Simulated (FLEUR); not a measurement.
# A series of single points on ZrC

System: ZrC (Fm-3m, 2 atoms in the cell).
Method: Kohn-Sham DFT of a periodic cell, RPBE, all-electron, no spin polarisation (FLEUR MaX-R8.1 (later development tree)).

The 5 runs differ only in the geometry, by an even scaling of the cell at fixed fractional positions. The structure derives from an entry of the Crystallography Open Database.

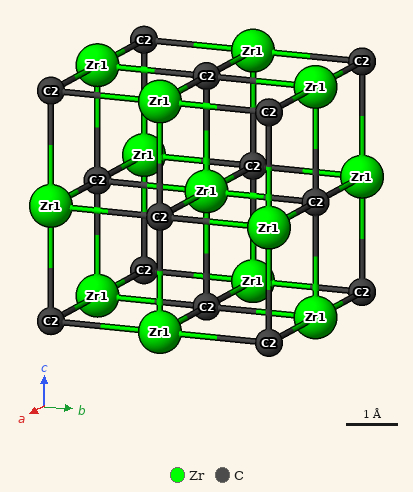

Figure 1. The structure of run 3 (ball-and-stick view of the cell 4 times as large as that of the calculation, set on its symmetry axes, seen slightly off an axis; atoms are numbered from 1 in the order of the input).

### Input of run 3
```
<?xml version="1.0" encoding="UTF-8" standalone="no"?>
<fleurInput fleurInputVersion="0.39">
   <comment>
      ZrC                                                                                                 
   </comment>
   <calculationSetup>
      <cutoffs Kmax="4.56" Gmax="14.1" GmaxXC="14.1" numbands="0"/>
      <scfLoop itmax="60" minDistance="0.00001" maxIterBroyd="15" imix="Anderson" alpha="0.05" precondParam="0.0" spinf="2.0" sdNocoIR="T"/>
      <coreElectrons ctail="T" frcor="F" kcrel="0" coretail_lmax="0"/>
      <xcFunctional name="Rpbe" relativisticCorrections="F"/>
      <magnetism jspins="1"/>
      <soc l_soc="F" theta="0.0" phi="0.0" spav="F"/>
      <expertModes spex="0" secvar="F"/>
      <geometryOptimization l_f="F" forcealpha="1.0" forcemix="BFGS" epsdisp="0.00001" epsforce="0.00001"/>
      <ldaU l_linMix="F" mixParam="0.05" spinf="1.0"/>
   </calculationSetup>
   <cell>
      <bzIntegration valenceElectrons="16.0" mode="hist" fermiSmearingEnergy="0.00183747">
         <kPointListSelection listName="default-1"/>
         <!-- k-points included here -->
         <xi:include xmlns:xi="http://www.w3.org/2001/XInclude" href="kpts.xml"> </xi:include>
      </bzIntegration>
      <!-- symmetry operations included here -->
      <xi:include xmlns:xi="http://www.w3.org/2001/XInclude" href="sym.xml"> </xi:include>
      <bulkLattice scale="1.0000000000">
         <bravaisMatrix>
            <row-1>    0.0000000000000000     4.4692022846790005     4.4692022846790005</row-1>
            <row-2>    4.4692022846790005     0.0000000000000000     4.4692022846790005</row-2>
            <row-3>    4.4692022846790005     4.4692022846790005     0.0000000000000000</row-3>
         </bravaisMatrix>
      </bulkLattice>
   </cell>
   <atomSpecies>
      <species name="Zirconium (Zr)" element="Zr" atomicNumber="40">
         <mtSphere radius="2.43" gridPoints="829" logIncrement="0.015"/>
         <atomicCutoffs lmax="10" lnonsphr="8"/>
         <electronConfig flipSpins="F">
            <coreConfig>(1s1/2) (2s1/2) (2p1/2) (2p3/2) (3s1/2) (3p1/2) (3p3/2) (3d3/2) (3d5/2)</coreConfig>
            <valenceConfig>(4s1/2) (4p1/2) (4p3/2) (5s1/2) (4d3/2) (4d5/2)</valenceConfig>
            <stateOccupation state="(4d3/2)" spinUp="0.400000" spinDown="0.400000"/>
            <stateOccupation state="(4d5/2)" spinUp="0.600000" spinDown="0.600000"/>
         </electronConfig>
         <energyParameters s="5" p="5" d="4" f="4"/>
         <lo type="SCLO" l="0" n="4" eDeriv="0"/>
         <lo type="SCLO" l="1" n="4" eDeriv="0"/>
         <lo type="SCLO" l="1" n="4" eDeriv="1"/>
         <lo type="SCLO" l="2" n="4" eDeriv="2"/>
         <lo type="SCLO" l="3" n="4" eDeriv="2"/>
      </species>
      <species name="Carbon (C)" element="C" atomicNumber="6">
         <mtSphere radius="1.58" gridPoints="539" logIncrement="0.019"/>
         <atomicCutoffs lmax="8" lnonsphr="6"/>
         <electronConfig flipSpins="F">
            <coreConfig>(1s1/2)</coreConfig>
            <valenceConfig>(2s1/2) (2p1/2) (2p3/2)</valenceConfig>
            <stateOccupation state="(2p1/2)" spinUp="0.333333" spinDown="0.333333"/>
            <stateOccupation state="(2p3/2)" spinUp="0.666667" spinDown="0.666667"/>
         </electronConfig>
         <energyParameters s="2" p="2" d="3" f="4"/>
         <lo type="SCLO" l="0" n="2" eDeriv="2"/>
         <lo type="SCLO" l="1" n="2" eDeriv="2"/>
         <lo type="SCLO" l="2" n="3" eDeriv="2"/>
      </species>
   </atomSpecies>
   <atomGroups>
      <atomGroup species="Zirconium (Zr)">
         <relPos label="                   1">1.000/2.000 1.000/2.000 1.000/2.000</relPos>
         <force calculate="T" relaxXYZ="TTT"/>
      </atomGroup>
      <atomGroup species="Carbon (C)">
         <relPos label="                   2">.0000000000 .0000000000 .0000000000</relPos>
         <force calculate="T" relaxXYZ="TTT"/>
      </atomGroup>
   </atomGroups>
   <output dos="F" band="F" slice="F">
      <checks vchk="F" cdinf="F"/>
      <bandDOS minEnergy="-.5*Htr" maxEnergy="0.5*Htr" sigma="0.015" storeEVData="T"/>
      <vacuumDOS vacdos="F" integ="F" star="F" nstars="0" locx1="0.0" locy1="0.0" locx2="0.0" locy2="0.0" nstm="0" tworkf="0.0"/>
      <unfoldingBand unfoldBand="F" supercellX="1" supercellY="1" supercellZ="1"/>
      <plotting iplot="0" polar="F">
         <plot TwoD="T" vec1="  1.0  0.0  0.0" vec2="  0.0  1.0  0.0" vec3="  0.0  0.0  1.0" zero="  0.0  0.0  0.0" file="plot"/>
      </plotting>
      <chargeDensitySlicing numkpt="0" minEigenval="0.0" maxEigenval="0.0" nnne="0" pallst="F"/>
      <specialOutput eonly="F"/>
      <moessbauerParams electricFieldGradient="T" isomerShift="T" coreHyperfine="T" valenceHyperfine="T"/>
      <magneticCircularDichroism mcd="F" energyLo="-10.0" energyUp="0.0"/>
   </output>
  <!-- We include the file relax.xml here to enable relaxations (see documentation) -->
  <xi:include xmlns:xi="http://www.w3.org/2001/XInclude" href="relax.xml"> <xi:fallback/> </xi:include>
</fleurInput>
```

Command:
```bash
inpgen -f crystal.txt -profile fastHighL; fleur_MPI
```

Run 4 has the same physical settings and fractional positions; its lattice vectors (Å) are:
```
   0.000000    2.396122    2.396122
   2.396122    0.000000    2.396122
   2.396122    2.396122    0.000000
```

### Results, with one run withheld

```csv
run,volume per atom (Å³),"free energy per atom, from the lowest run given (meV)"
1,12.434,37.09
2,12.699,16.30
3,13.228,0.00
4,13.757,?
5,14.022,27.03
```

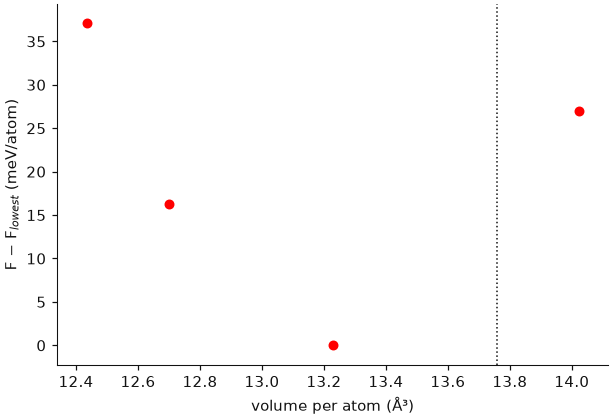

Figure 2. Free energy per atom of the runs given; the dotted line marks run 4.

What should run 4 give?

A quadratic polynomial in V^(−2/3) (the Birch–Murnaghan form), fitted to the 4 runs given, misses them by at most 0.02 meV per atom. With x = V^(−2/3) − 0.18020 Å⁻², it reads F = 1.5853 + 2006.3 x + 6.1983e+05 x² (meV per atom). At run 4 it gives 12.00 meV per atom, and the run itself gives 12.02. The fit has its minimum at 13.251 Å³ per atom, where V d²F/dV² gives 212 GPa: the bulk modulus at this level, since symmetry fixes the shape and the positions.

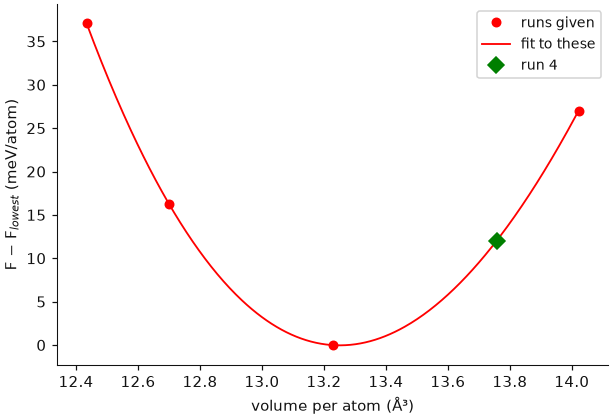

Figure 3. The fit and the withheld run.

### End of the output (run 4)
```
[...]

 Iteration:    10   Distance:       0.00329080 me/bohr^3
Nuclear radius smaller than smallest radial mesh point for atom type 2 -- skipping its core isomer shift
Nuclear radius smaller than smallest radial mesh point for atom type 2 -- skipping its isomer shift

 Iteration:    11   Distance:       0.00246535 me/bohr^3
Nuclear radius smaller than smallest radial mesh point for atom type 2 -- skipping its core isomer shift
Nuclear radius smaller than smallest radial mesh point for atom type 2 -- skipping its isomer shift

 Iteration:    12   Distance:       0.00051441 me/bohr^3
Nuclear radius smaller than smallest radial mesh point for atom type 2 -- skipping its core isomer shift
Nuclear radius smaller than smallest radial mesh point for atom type 2 -- skipping its isomer shift

 Iteration:    13   Distance:       0.00030406 me/bohr^3
Nuclear radius smaller than smallest radial mesh point for atom type 2 -- skipping its core isomer shift
Nuclear radius smaller than smallest radial mesh point for atom type 2 -- skipping its isomer shift

 Iteration:    14   Distance:       0.00004291 me/bohr^3
Nuclear radius smaller than smallest radial mesh point for atom type 2 -- skipping its core isomer shift
Nuclear radius smaller than smallest radial mesh point for atom type 2 -- skipping its isomer shift

 Iteration:    15   Distance:       0.00001538 me/bohr^3
Nuclear radius smaller than smallest radial mesh point for atom type 2 -- skipping its core isomer shift
Nuclear radius smaller than smallest radial mesh point for atom type 2 -- skipping its isomer shift

 Iteration:    16   Distance:       0.00001387 me/bohr^3
Nuclear radius smaller than smallest radial mesh point for atom type 2 -- skipping its core isomer shift
Nuclear radius smaller than smallest radial mesh point for atom type 2 -- skipping its isomer shift

 Iteration:    17   Distance:       0.00000473 me/bohr^3

 ********************************************************************
 Run finished successfully
 Stop message:
   all done
 ********************************************************************
```
